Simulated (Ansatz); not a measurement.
The compound is HfO₂ (space group P4_2/mnm, No. 136), taken as the geometry relaxed with DFT, PBE, plane waves, PAW in Ansatz; the starting structure was generated, so it need not be a known form of this composition.

```cif
data_structure
_symmetry_space_group_name_H-M 'P4_2/mnm'
_symmetry_Int_Tables_number 136
_cell_length_a 4.8805
_cell_length_b 4.8805
_cell_length_c 3.2378
_cell_angle_alpha 90.000
_cell_angle_beta 90.000
_cell_angle_gamma 90.000
_cell_volume 77.12
loop_
_atom_site_label
_atom_site_type_symbol
_atom_site_symmetry_multiplicity
_atom_site_Wyckoff_symbol
_atom_site_fract_x
_atom_site_fract_y
_atom_site_fract_z
_atom_site_occupancy
Hf1 Hf 2 a 0.00000 0.00000 0.00000 1
O1 O 4 f 0.30519 0.30519 0.00000 1
```

Describe how the polyhedra about Hf are linked (bonds: Hf–O below 2.4 Å).

Hf: HfO6 octahedron, sharing corners with eight neighbours and edges with two neighbours.

They form a three-dimensional framework of corner- and edge-sharing octahedra.

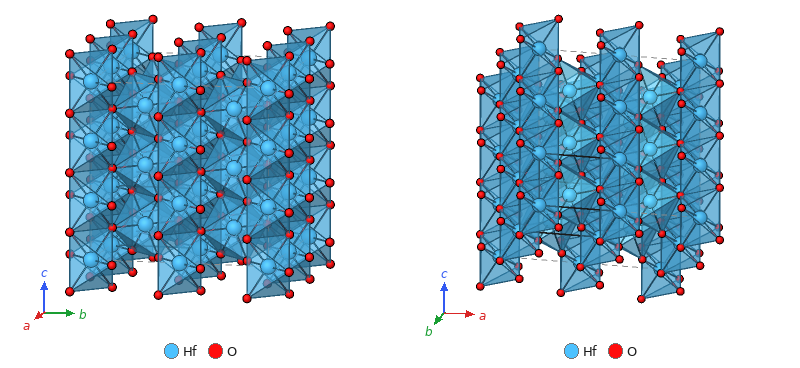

Polyhedra are drawn about Hf (bonds: Hf–O below 2.4 Å); other atoms are plain spheres. Two views of the same piece.
